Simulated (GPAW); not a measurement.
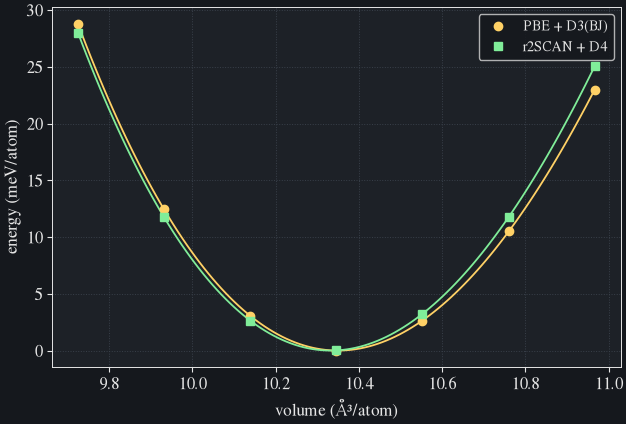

The plot gives the computed energy against volume, with one curve for each functional, for SiC (space group F-43m).

How it was computed, with GPAW 26.7.0: PAW DFT in plane waves, on a grid or in atomic orbitals, no spin polarisation; energies at scaled volumes of the given cell, shape and fractions fixed, counted from the fit's minimum, third-order Birch-Murnaghan fit. All runs: no spin polarisation.

k mesh 10×10×10; occupations Fermi–Dirac; smearing width 0.05 eV; potentials GPAW PAW data sets (gpaw data 1.2.1); wave cutoff 800 eV.

**Order the curves by fitted bulk modulus, smallest first.**

PBE + D3(BJ) 220.6, r2SCAN + D4 227.5 GPa.

The computed values:

PBE + D3(BJ):
```
volume (Å³/atom)  energy (meV/atom)
            9.73              28.78
            9.93              12.44
           10.14               3.07
           10.35               0.00
           10.55               2.64
           10.76              10.49
           10.97              22.98
```

r2SCAN + D4:
```
volume (Å³/atom)  energy (meV/atom)
            9.73              27.99
            9.93              11.74
           10.14               2.63
           10.35               0.03
           10.55               3.23
           10.76              11.76
           10.97              25.06
```
